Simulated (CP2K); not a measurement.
# Energy of Ti along an even scaling of the cell

System: Ti (Im-3m, 1 atom in the cell).
Method: Kohn-Sham DFT of a periodic cell, r2SCAN, GTH-SCAN with UZH-TZVP basis, no spin polarisation (CP2K 2026.2).

The 6 runs differ only in the geometry, by an even scaling of the cell at fixed fractional positions. The structure derives from an entry of the Crystallography Open Database.

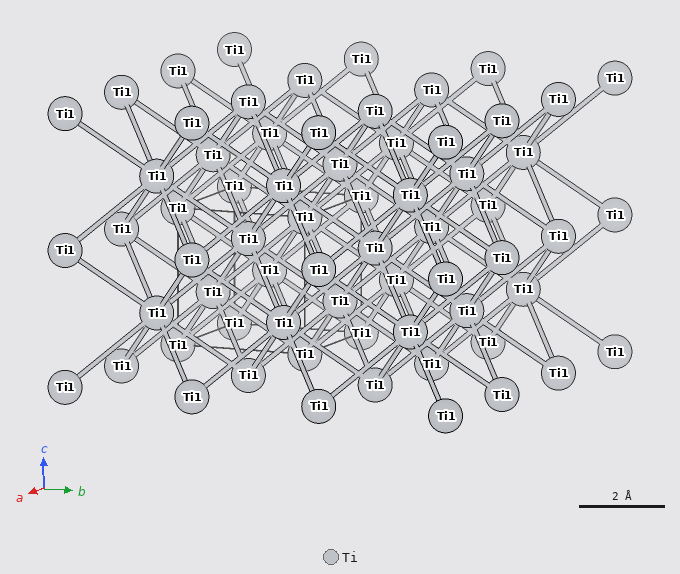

Figure 1. The structure of run 4 (ball-and-stick view of the cell 2 times as large as that of the calculation, set on its symmetry axes, repeated 3 × 3 × 2, seen slightly off an axis; atoms are numbered from 1 in the order of the input). An atom can appear more than once, as a periodic image.

**Input of run 4**
```
&GLOBAL
  PROJECT ti_eos
  RUN_TYPE ENERGY_FORCE
  PRINT_LEVEL LOW
&END GLOBAL
&FORCE_EVAL
  METHOD QS
  STRESS_TENSOR ANALYTICAL
  &DFT
    BASIS_SET_FILE_NAME BASIS_MOLOPT_UZH
    POTENTIAL_FILE_NAME POTENTIAL_UZH
    WFN_RESTART_FILE_NAME previous-RESTART.kp
    &MGRID
      CUTOFF 675
      REL_CUTOFF 60
      NGRIDS 5
    &END MGRID
    &QS
      METHOD GPW
      EPS_DEFAULT 1.0E-9
    &END QS
    &KPOINTS
      SCHEME MONKHORST-PACK 11 11 11
      GAMMA_CENTERED T
      SYMMETRY T
      SYMMETRY_BACKEND SPGLIB
    &END KPOINTS
    &SCF
      SCF_GUESS RESTART
      EPS_SCF 1.0E-6
      MAX_SCF 100
      ADDED_MOS 11
      CHOLESKY OFF
      EPS_EIGVAL 1.0E-7
      &DIAGONALIZATION ON
        ALGORITHM STANDARD
      &END DIAGONALIZATION
      &MIXING ON
        METHOD BROYDEN_MIXING
        ALPHA 0.4
        BETA 1.5
        NBUFFER 8
      &END MIXING
      &SMEAR ON
        METHOD FERMI_DIRAC
        ELECTRONIC_TEMPERATURE 580.23
      &END SMEAR
    &END SCF
    &XC
      &XC_FUNCTIONAL
        &MGGA_X_R2SCAN
        &END MGGA_X_R2SCAN
        &MGGA_C_R2SCAN
        &END MGGA_C_R2SCAN
      &END XC_FUNCTIONAL
    &END XC
    &PRINT
      &KPOINTS ON
      &END KPOINTS
      &MULLIKEN ON
      &END MULLIKEN
      &MO ON
        ENERGIES T
        OCCUPATION_NUMBERS T
        &EACH
          QS_SCF 0
        &END EACH
        ADD_LAST NUMERIC
      &END MO
    &END PRINT
  &END DFT
  &SUBSYS
    &CELL
      ABC 2.8611190720 2.8611190720 2.8611190719
      ALPHA_BETA_GAMMA 109.4712206341 109.4712206342 109.4712206340
      PERIODIC XYZ
    &END CELL
    &COORD
      Ti  0.0000000000 0.0000000000 0.0000000000
    &END COORD
    &KIND Ti
      BASIS_SET TZVP-MOLOPT-SCAN-GTH-q12
      POTENTIAL GTH-SCAN-q12
    &END KIND
    &PRINT
      &ATOMIC_COORDINATES ON
      &END ATOMIC_COORDINATES
      &CELL ON
      &END CELL
    &END PRINT
  &END SUBSYS
  &PRINT
    &FORCES ON
    &END FORCES
    &STRESS_TENSOR ON
    &END STRESS_TENSOR
  &END PRINT
&END FORCE_EVAL
```

Command:
```bash
OMP_NUM_THREADS=1 cp2k.psmp -i ti_eos.inp -o ti_eos.out
```

Run 5 has the same physical settings and fractional positions; its lattice vectors (Å) are:
```
   2.879698    0.000000    0.000000
  -0.959899    2.715006    0.000000
  -0.959899   -1.357503    2.351264
```

**Results, with one run withheld**

```tsv
run	volume per atom (Å³)	free energy per atom, from the lowest run given (meV)	pressure (GPa)
1	16.616	8.97	4.52
2	16.969	1.81	2.00
3	17.323	0.00	−0.32
4	18.030	10.72	−4.42
5	18.383	?	?
6	18.737	38.10	−7.88
```

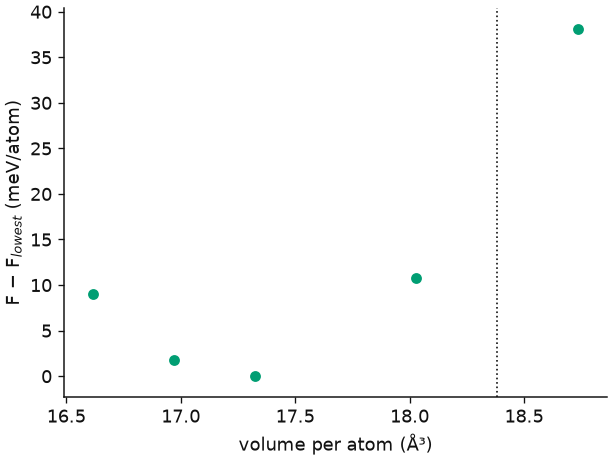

Figure 2. Free energy per atom of the runs given; the dotted line marks run 5.

What should run 5 give?

A cubic polynomial in V^(−2/3) (the Birch–Murnaghan form), fitted to the 5 runs given, misses them by under 0.01 meV per atom. With x = V^(−2/3) − 0.14831 Å⁻², it reads F = 1.0352 − 1619.9 x + 6.0348e+05 x² − 1.7731e+06 x³ (meV per atom). At run 5 it gives 22.48 meV per atom, and the run itself gives 22.50. The slope of the fit gives a pressure −dF/dV of −6.23 GPa there, and the run prints −6.23 GPa. The fit has its minimum at 17.272 Å³ per atom, where V d²F/dV² gives 110 GPa: the bulk modulus at this level, since symmetry fixes the shape and the positions.

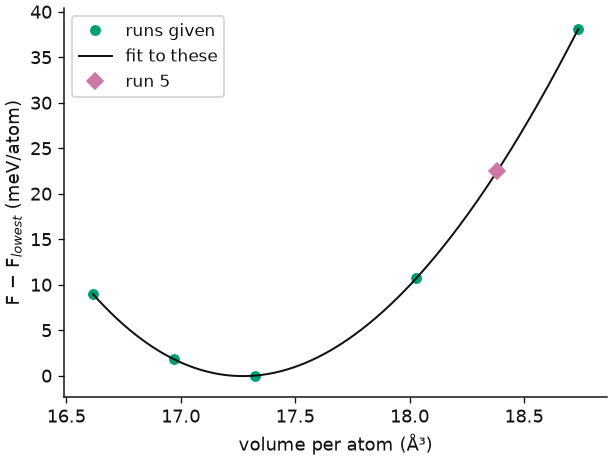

Figure 3. The fit and the withheld run.

**Some lines of the output (run 5)**
```
[...]
 CELL| Volume [angstrom^3]:                                            18.383114
 CELL_REF| Volume [angstrom^3]:                                        18.383114
                        Smear method:                                FERMI_DIRAC
  Step     Update method      Time    Convergence         Total energy    Change
  Fermi energy:                                                 0.36556609554213
  Total energy:                                               -57.92697403348327
  Total energy (extrapolated to T->0):                        -57.92655703615040
 MO| E(Fermi):            0.365566 a.u.          9.947559 eV
 MO| Band gap:            0.170654 a.u.          4.643736 eV
 MO| Band gap:            0.205866 a.u.          5.601907 eV
```
